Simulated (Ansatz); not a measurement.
Ga5N4 (slab)

The calculation's input:

```
crystal:
  lattice:
    - [3.2162589223, 0.0, 0.0]
    - [0.0, 3.2162589223, 0.0]
    - [0.0, 0.0, 24.096953976]
  atoms:
    - { symbol: Ga, position: [0.5, 0.5, 0.3112426578] }
    - { symbol: "N", position: [0.5, 0.0, 0.3584319933] }
    - { symbol: Ga, position: [0.0, 0.0, 0.4056213289] }
    - { symbol: "N", position: [0.0, 0.5, 0.4528106644] }
    - { symbol: Ga, position: [0.5, 0.5, 0.5] }
    - { symbol: "N", position: [0.5, 0.0, 0.5471893356] }
    - { symbol: Ga, position: [0.0, 0.0, 0.5943786711] }
    - { symbol: "N", position: [0.0, 0.5, 0.6415680067] }
    - { symbol: Ga, position: [0.5, 0.5, 0.6887573422] }
basis:
  ecutwfc: 420
kpoints:
  mp_grid: { grid: [8, 8, 1] }
hamiltonian:
  xc: pbe
scf:
  occupations: { method: gaussian, width: 0.05 }
output:
  forces: true
  stress: true
  eigenvalues: true
  write_density: true
  write_potential: true
  elf: true
  volumetric_format: npy
efield:
  axis: 3
  dipole_correction: true
  ramp_width: 0.04
```

Launched as:

```sh
ansatz run input.yaml --threads 1 --pin off --max-ram 2560MiB --backend cpu --events-out ev --progress --plain --runs-dir out
```

Not relaxed (largest force 0.9 eV/Å); computed without spin polarisation.

All numbers below come from Ansatz 0.2.0, DFT PBE, scalar-relativistic, plane waves, PAW.

> Predict the valence pseudo-density and electron localisation function between the atoms.

Ga–N (1.97 Å): ρ is about 0.71 e/Å³ halfway; the ELF peaks at about 0.85 in the valence shell of N, 0.7 Å from its nucleus, and is about 0.45 at the midpoint.

> Metal or insulator at this level of theory?

It is metallic or semimetallic at this level of theory: no gap opens.

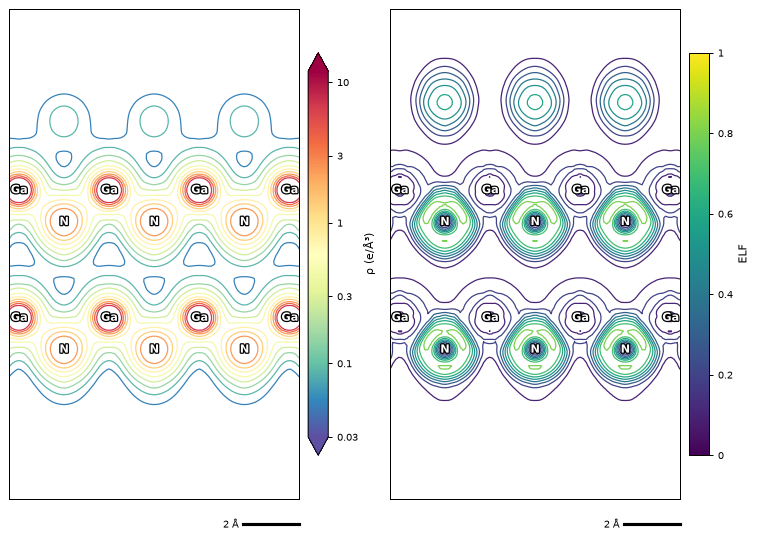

Computed valence pseudo-density and electron localisation function on the (010) plane of the calculation cell, a cut from vacuum to vacuum, in this order. 
